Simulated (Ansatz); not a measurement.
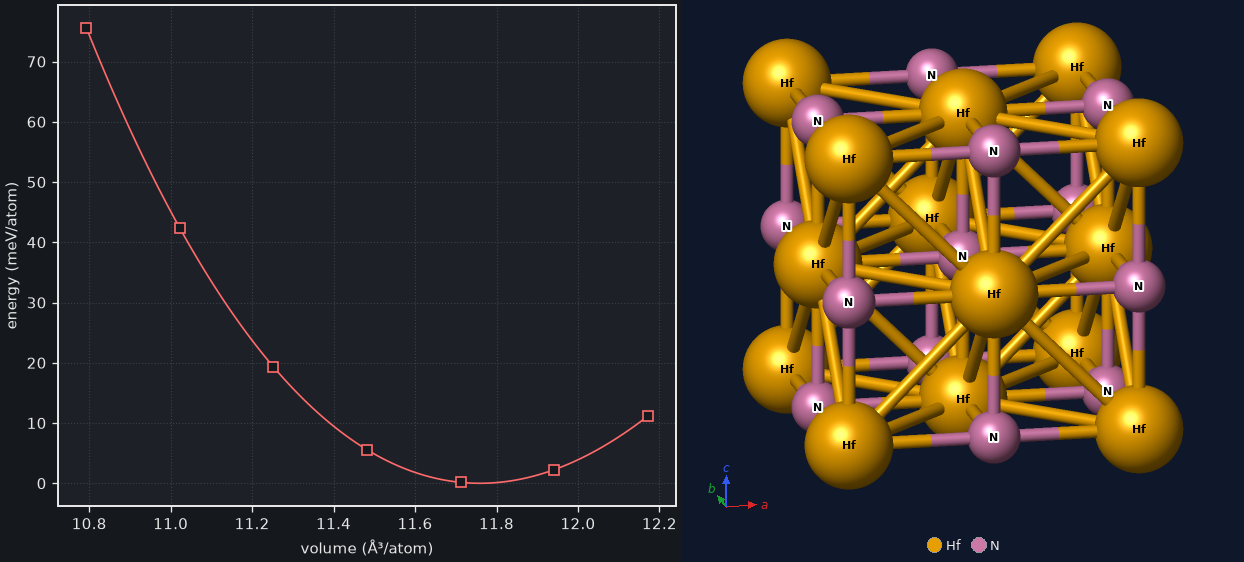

Plotted: energy against volume for HfN, space group Fm-3m (No. 225). The conventional cell is drawn beside the plot.

Structure:
```
CELL_PARAMETERS angstrom
0.00000 2.25600 2.25600
2.25600 0.00000 2.25600
2.25600 2.25600 0.00000
ATOMIC_POSITIONS crystal
Hf 0.00000 0.00000 0.00000
N 0.50000 0.50000 0.50000
```

Method: plane-wave DFT, no spin polarisation; energies at scaled volumes of the given cell, shape and fractions fixed, counted from the fit's minimum, third-order Birch-Murnaghan fit (Ansatz 0.2.0). Level: PBE.

```json
{"setting": "k mesh", "value": "10×10×10"}
{"setting": "occupations", "value": "Fermi–Dirac"}
{"setting": "smearing width", "value": "0.05 eV"}
{"setting": "potentials", "value": "Ansatz PAW"}
{"setting": "wave cutoff", "value": "420 eV"}
{"setting": "density cutoff", "value": "1680 eV"}
```

This calculation gives: equilibrium volume 11.76 Å³/atom and bulk modulus 262 GPa.

Now Hf is replaced by Ga on all its sites, which gives GaN in the same structure. The second calculation uses k mesh 11×11×11. How do these quantities change?

The equilibrium volume falls from 11.76 to 9.72 Å³/atom (−17 %) and the bulk modulus falls from 262 to 209 GPa (−20 %).

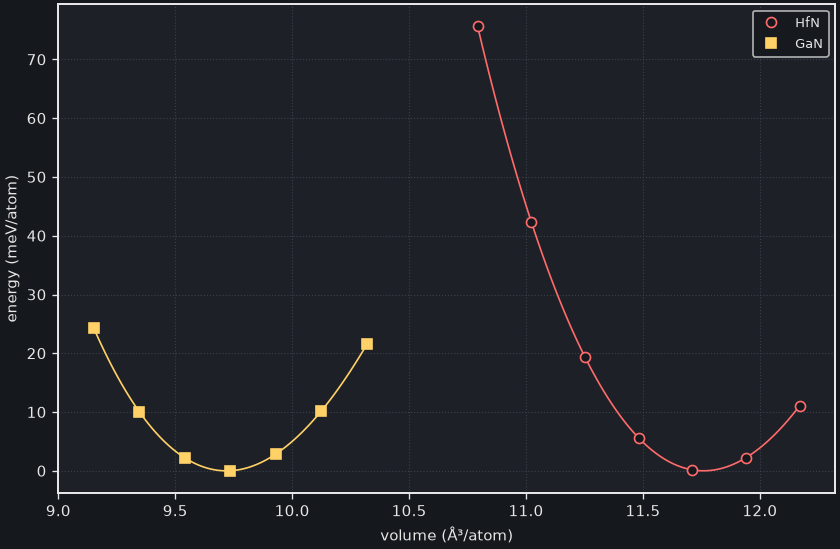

The two results together.

V0 and the bulk modulus come from third-order Birch–Murnaghan fits.
